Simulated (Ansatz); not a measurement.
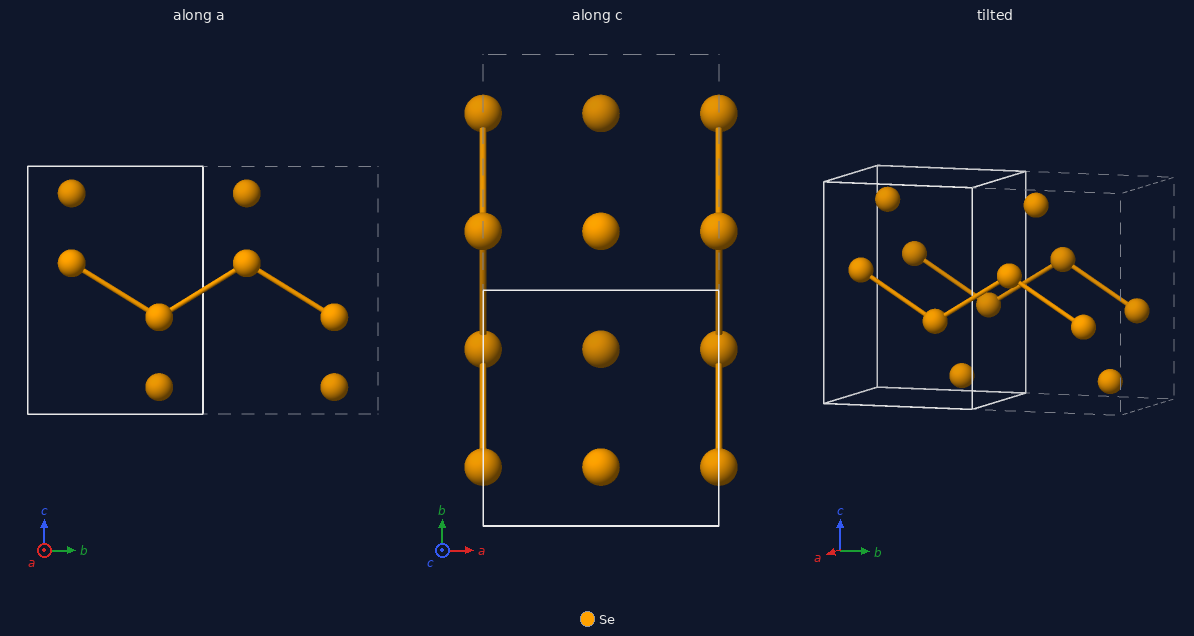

Crystal structure, ball-and-stick style, seen along the a axis, along the c axis and slightly off an axis. The conventional unit cell (solid box) is repeated to 1×2×1 cells.

Describe the arrangement of the atoms.

- The element is selenium.
- Its lattice is body-centred orthorhombic, its space group Imma (No. 74).
- The cell holds four atoms.
- Coordination numbers (contacts within bonding distance): Se 2.

Starting structure: a structure listed in the Materials Project. Earlier steps of the study may have refined or changed the cell and positions. It was the input of a calculation with Ansatz.

At this level of theory the cell isn't at rest (stretched, at -10 GPa), so its distances can differ from those at equilibrium, the more so the softer the solid.
